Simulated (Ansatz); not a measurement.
Al₂GaN₃

```
Al Ga N
1.0
     5.45538    0.00000    0.00000
    -2.72769    4.72450    0.00000
     0.00000    0.00000    7.96919
Al Ga N
6 3 9
Cartesian
  2.7277 1.5748 0.2864
  0.0000 3.1497 2.9428
  0.0000 0.0000 5.5992
  0.0000 0.0000 2.3700
  2.7277 1.5748 5.0264
  0.0000 3.1497 7.6828
  0.0000 0.0000 0.0000
  2.7277 1.5748 2.6564
  0.0000 3.1497 5.3128
  4.0915 0.7874 1.3282
  1.3638 2.3622 3.9846
  -1.3638 3.9371 6.6410
  1.3638 0.7874 1.3282
  -1.3638 2.3622 3.9846
  1.3639 3.9371 6.6410
  2.7277 3.1497 1.3282
  2.7277 0.0000 3.9846
  0.0000 1.5748 6.6410
```

Space group R-3m; a structure from a database of computed crystals, not necessarily the ambient phase; started from the Li2GaCu3-166 prototype, which need not be the ambient phase.

Theory: DFT, r2SCAN+rVV10, plane waves, PAW (Ansatz).

The density is the valence pseudo-density of a PAW calculation; it isn't the true density close to the nuclei.

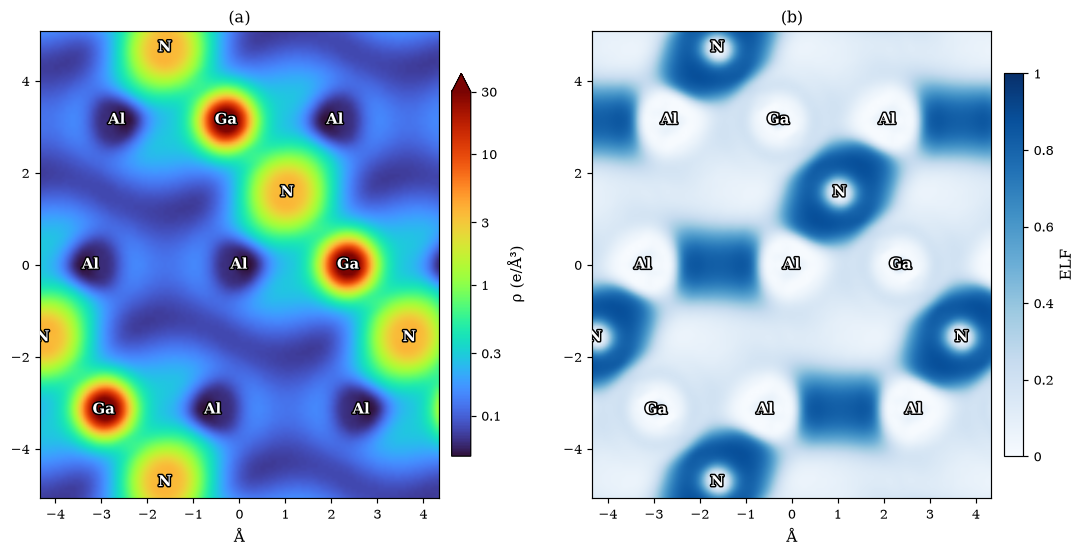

Figure 1. (a) valence pseudo-density; (b) electron localisation function on the (110) plane of the conventional cell.

Q: Describe what can be read from this map.

A: The section cuts through Al, Ga and N sites.
Al–N (1.89 Å): the density is about 0.68 e/Å³ at the midpoint; the ELF peaks at about 0.90 between the atoms; a shared but strongly polarised pair.
Ga–N (2.06 Å): ρ at the midpoint is about 0.6 e/Å³; the ELF peaks at about 0.85 in the valence shell of N, 0.7 Å from its nucleus, and is about 0.35 at the midpoint.
Between the atoms the lowest density in this plane is 0.07 e/Å³.
The ELF also peaks beside Al, away from the bonds: lone-pair regions.

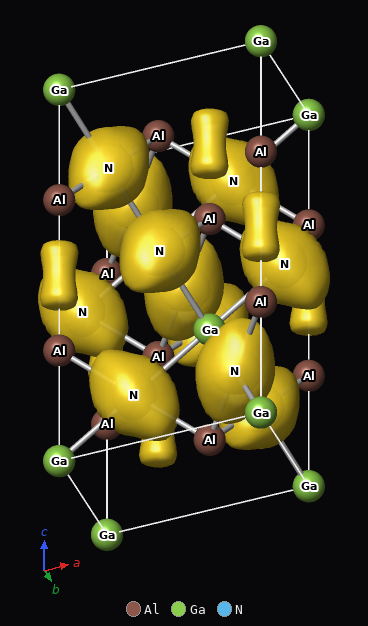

Figure 2. Isosurface of the ELF at 0.75 (yellow), seen at an oblique angle. Core shells and regions of very low density are left out. Sticks mark near contacts.

Q: Where are the electrons localised?

A: The ELF exceeds this value in nine regions on N in which the atom's valence shell and bonds are merged and three pockets between the atoms, centred on no nucleus (multi-centre or interstitial), counted in one cell of 18 atoms. Regions shared between cells count once.
